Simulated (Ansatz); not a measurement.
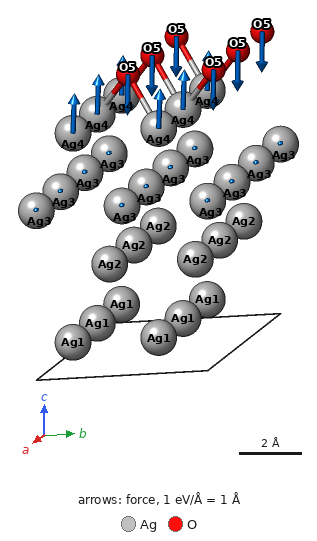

Starting geometry of a slab of composition Ag4O (cut from the Fm-3m phase) with the computed forces as blue arrows. The picture is a ball-and-stick view of the 3 × 2 repeat of the cell, outlined in the plane, without the vacuum, seen slightly off an axis.

Case: O put at a bridge Ag-Ag site. The slab is the (1 1 1) face of Ag with O on it. 2 atoms are held fixed.

Method: DFT PBEsol, scalar-relativistic, plane waves, PAW in Ansatz 0.2.0.

Input
```yaml
crystal:
  lattice:
    - [2.866903682, 0.0, 0.0]
    - [-1.433451841, 2.4828114189, 0.0]
    - [0.0, 0.0, 26.0224511627]
  atoms:
    - { symbol: Ag, position: [0.6666666667, 0.3333333333, 0.3266410203] }
    - { symbol: Ag, position: [0.3333333333, 0.6666666667, 0.4165947699] }
    - { symbol: Ag, position: [0.0, 0.0, 0.5051670358] }
    - { symbol: Ag, position: [0.6666666667, 0.3333333333, 0.5942154382] }
    - { symbol: O, position: [0.1666666667, -0.1666666667, 0.6541636725] }
basis:
  ecutwfc: 420
kpoints:
  mp_grid: { grid: [12, 12, 1] }
hamiltonian:
  xc: pbesol
scf:
  occupations: { method: gaussian, width: 0.1 }
output:
  forces: true
  eigenvalues: true
relax:
  adjacent_minimum: "off"
  f_tol: 0.03
  max_steps: 70
  constraints: [{ sites: [0, 1] }]
efield:
  axis: 3
  dipole_correction: true
  ramp_width: 0.04
```

Launched with:
```bash
ansatz run input.yaml --threads 2 --pin off --max-ram 5120MiB --backend cpu --events-out ev --progress --plain --runs-dir out
```

> Is this structure relaxed? If not, where do the atoms go?

It isn't relaxed: the largest force vector, on O5, is 1.37 eV/Å. The final displacements have little in common with the starting forces (cosine between the two patterns 0.24). The energy falls by 0.263 eV per cell of the calculation in 7 geometry steps. Largest force component: 1.4 eV/Å at the start, 0.024 eV/Å at the end. The atom that moves furthest is O5 (0.87 Å at 72° to the normal (−c side)). Largest moves by element: O 0.87 Å, Ag 0.02 Å. The lattice vectors keep their values. Some distances before and after: Ag4–O5 2.932 → 2.084 Å, Ag2–Ag3 2.838 → 2.862 Å, Ag4–O5 (another image) 2.119 → 2.100 Å, Ag3–Ag4 2.848 → 2.835 Å. New bonds form, among them: Ag4–O5 (2.93 → 2.08 Å). Cost: 2.7 min on 2 threads of Arm Neoverse V1 (shared host), peak memory 0.6 GiB.

Limits of the set-up: the periodic images lie only 2.9 Å apart, so the values are limited by the cell's size.
